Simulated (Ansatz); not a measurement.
System: Cu3Au (slab).

Input file:

```
crystal:
  lattice:
    - [3.6712915792, 0.0, 0.0]
    - [0.0, 3.6712915792, 0.0]
    - [0.0, 0.0, 27.8495205272]
  atoms:
    - { symbol: Cu, position: [0.0, 0.5, 0.2693044569] }
    - { symbol: Cu, position: [0.5, 0.0, 0.2693044569] }
    - { symbol: Cu, position: [0.5, 0.5, 0.3352174692] }
    - { symbol: Au, position: [0.0, 0.0, 0.3352174692] }
    - { symbol: Cu, position: [0.0, 0.5, 0.4011304815] }
    - { symbol: Cu, position: [0.5, 0.0, 0.4011304815] }
    - { symbol: Cu, position: [0.5, 0.5, 0.4670434938] }
    - { symbol: Au, position: [0.0, 0.0, 0.4670434938] }
    - { symbol: Cu, position: [0.0, 0.5, 0.5329565062] }
    - { symbol: Cu, position: [0.5, 0.0, 0.5329565062] }
    - { symbol: Cu, position: [0.5, 0.5, 0.5988695185] }
    - { symbol: Au, position: [0.0, 0.0, 0.5988695185] }
    - { symbol: Cu, position: [0.0, 0.5, 0.6647825308] }
    - { symbol: Cu, position: [0.5, 0.0, 0.6647825308] }
    - { symbol: Cu, position: [0.5, 0.5, 0.7306955431] }
    - { symbol: Au, position: [0.0, 0.0, 0.7306955431] }
basis:
  ecutwfc: 420
kpoints:
  mp_grid: { grid: [10, 10, 1] }
hamiltonian:
  xc: lda
scf:
  occupations: { method: gaussian, width: 0.1 }
output:
  forces: true
  eigenvalues: true
  write_density: true
  write_potential: true
  elf: true
  volumetric_format: npy
relax:
  adjacent_minimum: "off"
  f_tol: 0.02
  max_steps: 60
efield:
  axis: 3
  dipole_correction: true
```

Launched as:

```sh
ansatz run input.yaml --threads 2 --pin off --max-ram 5120MiB --backend cpu --events-out ev --progress --plain --runs-dir out
```

The fields are those of the run's last geometry, not of the input's.

Computed without spin polarisation.

Theory: Ansatz 0.2.0, DFT LDA, scalar-relativistic, plane waves, PAW.

What will maps of the valence pseudo-density and electron localisation function show?

Cu–Au (2.60 Å): the density is about 0.38 e/Å³ at the midpoint; the ELF is about 0.25 at the midpoint: no localised pair shows between them.

Does the calculation make it a metal, or give it a gap?

It is metallic or semimetallic at this level of theory: no gap opens.

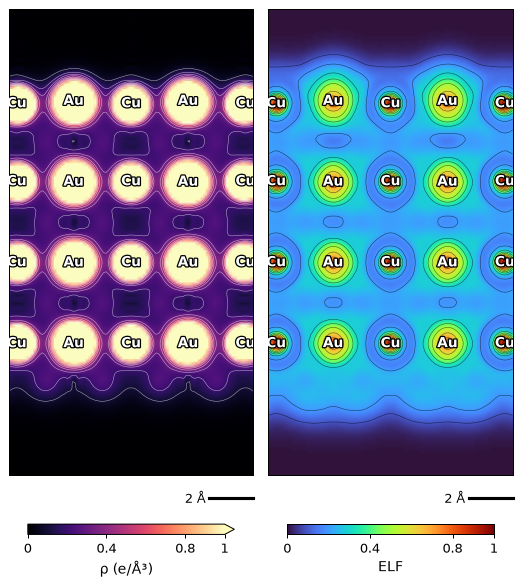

Computed valence pseudo-density and electron localisation function on the (11̄0) plane of the calculation cell, a cut from vacuum to vacuum, in this order. 

In a PAW calculation such maps are meaningful between the atoms, not at the nuclei.
